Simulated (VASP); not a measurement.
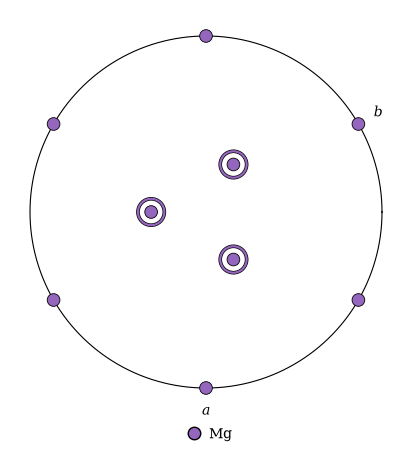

Crystal: Mg, the end point of a relaxation with VASP, VASP Kohn-Sham DFT of a periodic cell, BLYP with D3(BJ), VASP PAW PBE potentials, recommended. Directions from one magnesium atom at (2/3, 1/3, 3/4) to its bonded neighbours, in stereographic projection down c (filled: above the plane of the page or in it, open: below). Geometry calculated from the standardised cell; symmetry tolerance 0.002 Å.

Neighbours are counted up to 3.42 Å for Mg.

```yaml
crystal:
  lattice:
    - [3.05034, 0.00000, 0.00000]
    - [-1.52517, 2.64167, 0.00000]
    - [0.00000, 0.00000, 5.10138]
  atoms:
    - { symbol: Mg, position: [0.66667, 0.33333, 0.75000] }
    - { symbol: Mg, position: [0.33333, 0.66667, 0.25000] }
```

### How many neighbours are there, and at what angles?

12: 6 Mg at 3.05 Å, 6 Mg at 3.10 Å. Angles between bonds: 59° (6×), 60° (6×), 61° (12×), 90° (12×), 111° (3×), 119° (12×), 120° (6×), 147° (6×), 180° (3×).

### What is the site's symmetry in the crystal?

Point group -6m2 (D3h), order 12: one −6 axis, three twofold axes, four mirror planes. In P6₃/mmc, No. 194 this is Wyckoff position 2c.
